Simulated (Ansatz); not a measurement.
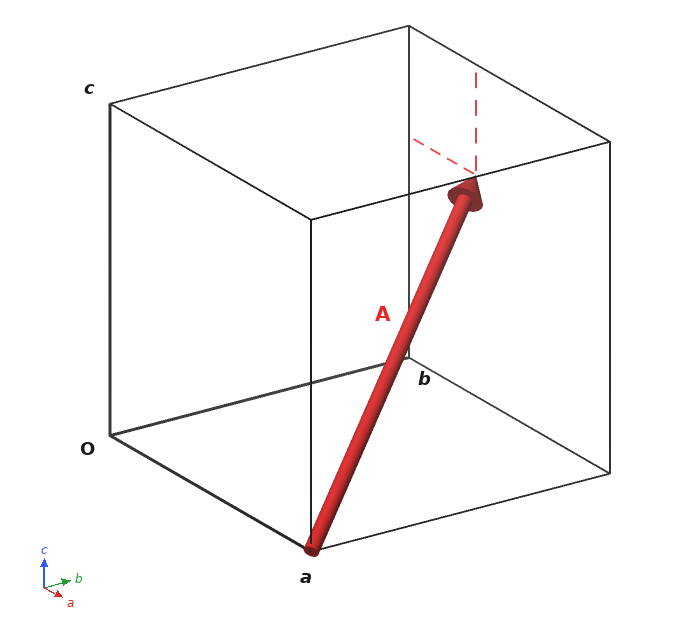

For C, the end point of a relaxation with DFT PBEsol, scalar-relativistic, plane waves, PAW (Ansatz): the arrow starts at a corner of the unit cell and ends on its surface; where a tip isn't a corner, dashed lines run from it parallel to the axes. Geometry calculated from the standardised cell; symmetry tolerance 0.002 Å.

a = 3.554 Å, b = 3.554 Å, c = 3.554 Å, α = 90.00°, β = 90.00°, γ = 90.00°.

> Index the direction.

Arrow A runs from (1, 0, 0) to (1/3, 1, 2/3), so [−2 3 2].

> How long is the vector ua + vb + wc?

14.653 Å.
